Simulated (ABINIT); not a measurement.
# Geometry relaxation, with input and output: SiC (part 2 of 4)

Continued. System: SiC (P6₃mc, 4 atoms in the cell). Method: Kohn-Sham DFT of a periodic cell, LDA, PseudoDojo NC SR LDA v0.4.1 standard, no spin polarisation (ABINIT 10.8.3); cutoff 1115.67 eV, 8×8×4 k-mesh, fermi-dirac of 0.05 eV. The structure derives from an entry of the Crystallography Open Database.

Geometry of the input (Å; fractional positions):
```
3.0760  0.0000  0.0000
-1.5380  2.6639  0.0000
0.0000  0.0000  5.0480
Si 0.6667  0.3333  0.5000
Si 0.3333  0.6667  0.0000
C  0.6667  0.3333  0.8850
C  0.3333  0.6667  0.3850
```

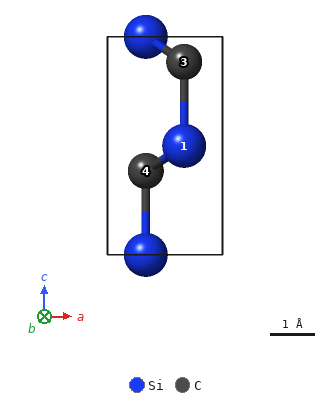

The starting structure (ball-and-stick view of the cell of the calculation, along the b axis; atoms are numbered from 1 in the order of the input).

The program's output, continued:
```
 ------------------------------------------------
 Atom  Sphere_radius  Integrated_density
    1        2.00000          1.98076095
    2        2.00000          1.98076095
    3        2.00000          4.26651693
    4        2.00000          4.26651693

---OUTPUT-----------------------------------------------------------------------

 Cartesian coordinates (xcart) [bohr]
  2.89740838830904E+00  1.67281951294878E+00  4.74874180240492E+00
 -3.32307362972611E-11  3.34563902589756E+00  1.40605882639770E-02
  2.89740838830904E+00  1.67281951294878E+00  8.36632516076549E+00
 -3.32307362972611E-11  3.34563902589756E+00  3.63164394662455E+00
 Reduced coordinates (xred)
  6.66666666666667E-01  3.33333333333333E-01  5.01484850576844E-01
  3.33333333333333E-01  6.66666666666667E-01  1.48485057684376E-03
  6.66666666666667E-01  3.33333333333333E-01  8.83515149423156E-01
  3.33333333333333E-01  6.66666666666667E-01  3.83515149423156E-01
 Cartesian forces (fcart) [Ha/bohr]; max,rms= 9.50598E-03 5.48828E-03 (free atoms)
 -4.64664428046058E-29 -8.04822397851917E-29  9.50598100314198E-03
 -4.64664428046058E-29 -8.04822397851917E-29  9.50598100314198E-03
 -4.64664428046058E-29 -2.68274132620382E-29 -9.50598100314198E-03
  1.39399328413817E-28  1.87791892832422E-28 -9.50598100314198E-03
 Gradient of E wrt nuclear positions in reduced coordinates (gred)
  2.69264522315439E-28  2.69264522315439E-28 -9.00155793551140E-02
  2.69264522315439E-28  2.69264522315439E-28 -9.00155793551140E-02
  2.69264522315439E-28 -4.19646307072228E-44  9.00155793551140E-02
 -8.07793566946316E-28 -5.38529044630877E-28  9.00155793551140E-02
 Scale of Primitive Cell (acell) [bohr]
  5.79481677665132E+00  5.79481677666762E+00  9.46936242828189E+00
 Real space primitive translations (rprimd) [bohr]
  5.79481677665132E+00  0.00000000000000E+00  0.00000000000000E+00
 -2.89740838837550E+00  5.01845853884635E+00  0.00000000000000E+00
  0.00000000000000E+00  0.00000000000000E+00  9.46936242828189E+00
 Unitary Cell Volume (ucvol) [Bohr^3]=  2.75378980785857E+02
 Angles (23,13,12)= [degrees]
  9.00000000000000E+01  9.00000000000000E+01  1.20000000000476E+02
 Lengths [Bohr]
  5.79481677665132E+00  5.79481677666762E+00  9.46936242828189E+00
 Stress tensor in cartesian coordinates (strten) [Ha/bohr^3]
  4.60834778368150E-05  4.66489366505671E-14  0.00000000000000E+00
  4.66489366505671E-14  4.60834778554407E-05  0.00000000000000E+00
  0.00000000000000E+00  0.00000000000000E+00  7.94092503745396E-05
 Total energy (etotal) [Ha]= -2.06326373890655E+01

 Difference of energy with previous step (new-old):
           Absolute (Ha)=-1.13542E-03
           Relative     =-5.50318E-05

--- Iteration: ( 3/50) Internal Cycle: (1/1)
--------------------------------------------------------------------------------

---SELF-CONSISTENT-FIELD CONVERGENCE--------------------------------------------

--- !BeginCycle
iteration_state: {dtset: 1, itime: 3, icycle: 1, }
solver: {iscf: 7, nstep: 80, nline: 4, wfoptalg: 0, }
tolerances: {tolvrs: 1.00E-12, }
...

     iter   Etot(hartree)      deltaE(h)  residm     vres2
 ETOT  1  -20.631961447111    -2.063E+01 1.646E-01 8.715E+00
 ETOT  2  -20.632818189791    -8.567E-04 1.047E-02 1.854E+00
 ETOT  3  -20.633134846561    -3.167E-04 9.493E-02 7.545E-02
 ETOT  4  -20.633147308694    -1.246E-05 1.186E-02 4.317E-04
 ETOT  5  -20.633147344987    -3.629E-08 1.097E-01 2.298E-06
 ETOT  6  -20.633147345122    -1.347E-10 9.653E-03 2.817E-08
 ETOT  7  -20.633147345124    -2.128E-12 1.010E-01 3.468E-10
 ETOT  8  -20.633147345124    -6.395E-14 6.496E-03 3.984E-12
 ETOT  9  -20.633147345124     1.279E-13 8.157E-02 6.537E-14

 At SCF step    9       vres2   =  6.54E-14 < tolvrs=  1.00E-12 =>converged.

 Cartesian components of stress tensor (hartree/bohr^3)
  sigma(1 1)= -1.51366340E-06  sigma(3 2)=  0.00000000E+00
  sigma(2 2)= -1.51366338E-06  sigma(3 1)=  0.00000000E+00
  sigma(3 3)= -1.00116192E-04  sigma(2 1)=  4.73222668E-14

--- !ResultsGS
iteration_state: {dtset: 1, itime: 3, icycle: 1, }
comment   : Summary of ground state results
lattice_vectors:
- [  5.7761913,   0.0000000,   0.0000000, ]
- [ -2.8880956,   5.0023284,   0.0000000, ]
- [  0.0000000,   0.0000000,   9.4145306, ]
lattice_lengths: [   5.77619,    5.77619,    9.41453, ]
lattice_angles: [ 90.000,  90.000, 120.000, ] # degrees, (23, 13, 12)
lattice_volume:   2.7202727E+02
convergence: {deltae:  1.279E-13, res2:  6.537E-14, residm:  8.157E-02, diffor: null, }
etotal    :  -2.06331473E+01
entropy   :   0.00000000E+00
fermie    :   3.20505187E-01
cartesian_stress_tensor: # hartree/bohr^3
- [ -1.51366340E-06,   4.73222668E-14,   0.00000000E+00, ]
- [  4.73222668E-14,  -1.51366338E-06,   0.00000000E+00, ]
- [  0.00000000E+00,   0.00000000E+00,  -1.00116192E-04, ]
pressure_GPa:   1.0115E+00
xred      :
- [  6.6667E-01,   3.3333E-01,   5.0372E-01, Si]
- [  3.3333E-01,   6.6667E-01,   3.7231E-03, Si]
- [  6.6667E-01,   3.3333E-01,   8.8128E-01,  C]
- [  3.3333E-01,   6.6667E-01,   3.8128E-01,  C]
cartesian_forces: # hartree/bohr
- [  6.99244128E-29,  -2.69139190E-29,   1.68995772E-03, ]
- [ -1.16540688E-28,   2.69139190E-29,   1.68995772E-03, ]
- [  2.09773238E-28,  -1.07655676E-28,  -1.68995772E-03, ]
- [ -1.63156963E-28,   1.07655676E-28,  -1.68995772E-03, ]
force_length_stats: {min:   1.68995772E-03, max:   1.68995772E-03, mean:   1.68995772E-03, }
...

 Integrated electronic density in atomic spheres:
 ------------------------------------------------
 Atom  Sphere_radius  Integrated_density
    1        2.00000          1.99096245
    2        2.00000          1.99096245
    3        2.00000          4.28339359
    4        2.00000          4.28339359

---OUTPUT-----------------------------------------------------------------------

 Cartesian coordinates (xcart) [bohr]
  2.88809564129580E+00  1.66744279595377E+00  4.74231627996370E+00
 -3.31237834339920E-11  3.33488559190754E+00  3.50509581977560E-02
  2.88809564129580E+00  1.66744279595377E+00  8.29680866132797E+00
 -3.31237834339920E-11  3.33488559190754E+00  3.58954333956202E+00
 Reduced coordinates (xred)
  6.66666666666667E-01  3.33333333333333E-01  5.03723070169392E-01
  3.33333333333333E-01  6.66666666666667E-01  3.72307016939153E-03
  6.66666666666667E-01  3.33333333333333E-01  8.81276929830609E-01
  3.33333333333333E-01  6.66666666666667E-01  3.81276929830609E-01
 Cartesian forces (fcart) [Ha/bohr]; max,rms= 1.68996E-03 9.75698E-04 (free atoms)
  6.99244127679971E-29 -2.69139190223786E-29  1.68995772302596E-03
 -1.16540687946662E-28  2.69139190219156E-29  1.68995772302596E-03
  2.09773238303991E-28 -1.07655676090209E-28 -1.68995772302596E-03
 -1.63156963125327E-28  1.07655676090672E-28 -1.68995772302596E-03
 Gradient of E wrt nuclear positions in reduced coordinates (gred)
 -4.03896783473158E-28  3.36580652894298E-28 -1.59101587697013E-02
  6.73161305788597E-28 -4.71212914052018E-28 -1.59101587697013E-02
 -1.21169035041947E-27  1.14437421984061E-27  1.59101587697013E-02
  9.42425828104035E-28 -1.00974195868289E-27  1.59101587697013E-02
 Scale of Primitive Cell (acell) [bohr]
  5.77619128262473E+00  5.77619128264098E+00  9.41453064353189E+00
 Real space primitive translations (rprimd) [bohr]
  5.77619128262473E+00  0.00000000000000E+00  0.00000000000000E+00
 -2.88809564136205E+00  5.00232838786132E+00  0.00000000000000E+00
  0.00000000000000E+00  0.00000000000000E+00  9.41453064353189E+00
 Unitary Cell Volume (ucvol) [Bohr^3]=  2.72027267200062E+02
 Angles (23,13,12)= [degrees]
  9.00000000000000E+01  9.00000000000000E+01  1.20000000000476E+02
 Lengths [Bohr]
  5.77619128262473E+00  5.77619128264098E+00  9.41453064353189E+00
 Stress tensor in cartesian coordinates (strten) [Ha/bohr^3]
 -1.51366339583379E-06  4.73222667708754E-14  0.00000000000000E+00
  4.73222667708754E-14 -1.51366337694005E-06  0.00000000000000E+00
  0.00000000000000E+00  0.00000000000000E+00 -1.00116192400508E-04
 Total energy (etotal) [Ha]= -2.06331473451242E+01

 Difference of energy with previous step (new-old):
           Absolute (Ha)=-5.09956E-04
           Relative     =-2.47157E-05

--- Iteration: ( 4/50) Internal Cycle: (1/1)
--------------------------------------------------------------------------------

---SELF-CONSISTENT-FIELD CONVERGENCE--------------------------------------------

--- !BeginCycle
iteration_state: {dtset: 1, itime: 4, icycle: 1, }
solver: {iscf: 7, nstep: 80, nline: 4, wfoptalg: 0, }
tolerances: {tolvrs: 1.00E-12, }
...

     iter   Etot(hartree)      deltaE(h)  residm     vres2
 ETOT  1  -20.633197953521    -2.063E+01 2.004E+00 1.203E-01
 ETOT  2  -20.633208695143    -1.074E-05 6.200E-01 3.001E-02
 ETOT  3  -20.633213849417    -5.154E-06 1.711E-01 1.121E-03
 ETOT  4  -20.633214013251    -1.638E-07 4.790E-01 1.219E-05
 ETOT  5  -20.633214014255    -1.004E-09 1.207E-01 9.714E-08
 ETOT  6  -20.633214014261    -6.132E-12 3.068E-01 7.199E-10
 ETOT  7  -20.633214014261     3.446E-13 8.382E-02 8.441E-12
 ETOT  8  -20.633214014261    -1.776E-13 1.843E-01 1.094E-13

 At SCF step    8       vres2   =  1.09E-13 < tolvrs=  1.00E-12 =>converged.

 Cartesian components of stress tensor (hartree/bohr^3)
  sigma(1 1)=  6.88505069E-07  sigma(3 2)=  0.00000000E+00
  sigma(2 2)=  6.88505088E-07  sigma(3 1)=  0.00000000E+00
  sigma(3 3)= -6.10557330E-05  sigma(2 1)=  4.71667097E-14

--- !ResultsGS
iteration_state: {dtset: 1, itime: 4, icycle: 1, }
comment   : Summary of ground state results
lattice_vectors:
- [  5.7749379,   0.0000000,   0.0000000, ]
- [ -2.8874690,   5.0012430,   0.0000000, ]
- [  0.0000000,   0.0000000,   9.4362811, ]
lattice_lengths: [   5.77494,    5.77494,    9.43628, ]
lattice_angles: [ 90.000,  90.000, 120.000, ] # degrees, (23, 13, 12)
lattice_volume:   2.7253742E+02
convergence: {deltae: -1.776E-13, res2:  1.094E-13, residm:  1.843E-01, diffor: null, }
etotal    :  -2.06332140E+01
entropy   :   0.00000000E+00
fermie    :   3.19355480E-01
cartesian_stress_tensor: # hartree/bohr^3
- [  6.88505069E-07,   4.71667097E-14,   0.00000000E+00, ]
- [  4.71667097E-14,   6.88505088E-07,   0.00000000E+00, ]
- [  0.00000000E+00,   0.00000000E+00,  -6.10557330E-05, ]
pressure_GPa:   5.8527E-01
xred      :
- [  6.6667E-01,   3.3333E-01,   5.0403E-01, Si]
- [  3.3333E-01,   6.6667E-01,   4.0252E-03, Si]
- [  6.6667E-01,   3.3333E-01,   8.8097E-01,  C]
- [  3.3333E-01,   6.6667E-01,   3.8097E-01,  C]
cartesian_forces: # hartree/bohr
- [ -2.33131962E-29,  -3.23037123E-28,   1.13077362E-03, ]
- [ -2.33131962E-29,  -1.61518561E-28,   1.13077362E-03, ]
- [  2.33131962E-29,   4.03796404E-28,  -1.13077362E-03, ]
- [  2.33131962E-29,   8.07592807E-29,  -1.13077362E-03, ]
force_length_stats: {min:   1.13077362E-03, max:   1.13077362E-03, mean:   1.13077362E-03, }
...

 Integrated electronic density in atomic spheres:
 ------------------------------------------------
 Atom  Sphere_radius  Integrated_density
    1        2.00000          1.99110410
    2        2.00000          1.99110410
    3        2.00000          4.28294992
    4        2.00000          4.28294992

---OUTPUT-----------------------------------------------------------------------

 Cartesian coordinates (xcart) [bohr]
  2.88746896440227E+00  1.66708098388059E+00  4.75612374441242E+00
 -3.31164558692627E-11  3.33416196776119E+00  3.79832121911022E-02
  2.88746896440227E+00  1.66708098388059E+00  8.31312552984063E+00
 -3.31164558692627E-11  3.33416196776119E+00  3.59498499761931E+00
 Reduced coordinates (xred)
  6.66666666666667E-01  3.33333333333333E-01  5.04025231119305E-01
  3.33333333333333E-01  6.66666666666667E-01  4.02523111930491E-03
  6.66666666666667E-01  3.33333333333333E-01  8.80974768880695E-01
  3.33333333333333E-01  6.66666666666667E-01  3.80974768880695E-01
 Cartesian forces (fcart) [Ha/bohr]; max,rms= 1.13077E-03 6.52852E-04 (free atoms)
 -2.33131962311528E-29 -3.23037122874311E-28  1.13077362186106E-03
 -2.33131962311528E-29 -1.61518561437271E-28  1.13077362186106E-03
  2.33131962311528E-29  4.03796403592831E-28 -1.13077362186106E-03
  2.33131962311528E-29  8.07592807187515E-29 -1.13077362186106E-03
 Gradient of E wrt nuclear positions in reduced coordinates (gred)
  1.34632261157719E-28  1.54827100331377E-27 -1.06702977161388E-02
  1.34632261157719E-28  7.40477436367456E-28 -1.06702977161388E-02
 -1.34632261157719E-28 -1.95216778678693E-27  1.06702977161388E-02
 -1.34632261157719E-28 -3.36580652894298E-28  1.06702977161388E-02
 Scale of Primitive Cell (acell) [bohr]
  5.77493792883766E+00  5.77493792885390E+00  9.43628106444264E+00
 Real space primitive translations (rprimd) [bohr]
  5.77493792883766E+00  0.00000000000000E+00  0.00000000000000E+00
 -2.88746896446850E+00  5.00124295164178E+00  0.00000000000000E+00
  0.00000000000000E+00  0.00000000000000E+00  9.43628106444264E+00
 Unitary Cell Volume (ucvol) [Bohr^3]=  2.72537420460103E+02
 Angles (23,13,12)= [degrees]
  9.00000000000000E+01  9.00000000000000E+01  1.20000000000476E+02
 Lengths [Bohr]
  5.77493792883766E+00  5.77493792885390E+00  9.43628106444264E+00
 Stress tensor in cartesian coordinates (strten) [Ha/bohr^3]
  6.88505069417270E-07  4.71667096910010E-14  0.00000000000000E+00
  4.71667096910010E-14  6.88505088250295E-07  0.00000000000000E+00
  0.00000000000000E+00  0.00000000000000E+00 -6.10557329763471E-05
 Total energy (etotal) [Ha]= -2.06332140142611E+01

 Difference of energy with previous step (new-old):
           Absolute (Ha)=-6.66691E-05
           Relative     =-3.23116E-06

--- Iteration: ( 5/50) Internal Cycle: (1/1)
--------------------------------------------------------------------------------

---SELF-CONSISTENT-FIELD CONVERGENCE--------------------------------------------

--- !BeginCycle
iteration_state: {dtset: 1, itime: 5, icycle: 1, }
solver: {iscf: 7, nstep: 80, nline: 4, wfoptalg: 0, }
tolerances: {tolvrs: 1.00E-12, }
...

     iter   Etot(hartree)      deltaE(h)  residm     vres2
 ETOT  1  -20.633219608669    -2.063E+01 9.974E-04 2.943E-01
 ETOT  2  -20.633247091240    -2.748E-05 2.847E-03 5.732E-02
 ETOT  3  -20.633256625239    -9.534E-06 2.133E-02 3.776E-03
 ETOT  4  -20.633257210614    -5.854E-07 1.585E-03 3.925E-05
 ETOT  5  -20.633257213937    -3.323E-09 8.200E-03 2.755E-07
 ETOT  6  -20.633257213953    -1.603E-11 5.536E-04 1.635E-09
 ETOT  7  -20.633257213953    -3.553E-15 2.616E-03 2.076E-11
 ETOT  8  -20.633257213953     2.096E-13 1.781E-04 3.313E-13

 At SCF step    8       vres2   =  3.31E-13 < tolvrs=  1.00E-12 =>converged.

 Cartesian components of stress tensor (hartree/bohr^3)
  sigma(1 1)=  9.05056110E-07  sigma(3 2)=  0.00000000E+00
  sigma(2 2)=  9.05056129E-07  sigma(3 1)=  0.00000000E+00
  sigma(3 3)= -1.71234858E-08  sigma(2 1)=  4.69205185E-14

--- !ResultsGS
iteration_state: {dtset: 1, itime: 5, icycle: 1, }
comment   : Summary of ground state results
lattice_vectors:
- [  5.7717385,   0.0000000,   0.0000000, ]
- [ -2.8858692,   4.9984722,   0.0000000, ]
- [  0.0000000,   0.0000000,   9.4718222, ]
lattice_lengths: [   5.77174,    5.77174,    9.47182, ]
lattice_angles: [ 90.000,  90.000, 120.000, ] # degrees, (23, 13, 12)
lattice_volume:   2.7326088E+02
convergence: {deltae:  2.096E-13, res2:  3.313E-13, residm:  1.781E-04, diffor: null, }
etotal    :  -2.06332572E+01
entropy   :   0.00000000E+00
fermie    :   3.18090920E-01
cartesian_stress_tensor: # hartree/bohr^3
- [  9.05056110E-07,   4.69205185E-14,   0.00000000E+00, ]
- [  4.69205185E-14,   9.05056129E-07,   0.00000000E+00, ]
- [  0.00000000E+00,   0.00000000E+00,  -1.71234858E-08, ]
pressure_GPa:  -1.7584E-02
xred      :
- [  6.6667E-01,   3.3333E-01,   5.0460E-01, Si]
- [  3.3333E-01,   6.6667E-01,   4.6028E-03, Si]
- [  6.6667E-01,   3.3333E-01,   8.8040E-01,  C]
- [  3.3333E-01,   6.6667E-01,   3.8040E-01,  C]
cartesian_forces: # hartree/bohr
- [  4.66522387E-29,  -5.38693652E-28,  -7.49230852E-05, ]
- [ -1.39956716E-28,   1.07738730E-28,  -7.49230852E-05, ]
- [ -1.39956716E-28,  -4.84824287E-28,   7.49230852E-05, ]
- [  2.33261194E-28,   9.15779208E-28,   7.49230852E-05, ]
force_length_stats: {min:   7.49230852E-05, max:   7.49230852E-05, mean:   7.49230852E-05, }
...

 Integrated electronic density in atomic spheres:
 ------------------------------------------------
 Atom  Sphere_radius  Integrated_density
    1        2.00000          1.98400584
    2        2.00000          1.98400584
    3        2.00000          4.27623573
    4        2.00000          4.27623573

---OUTPUT-----------------------------------------------------------------------
```
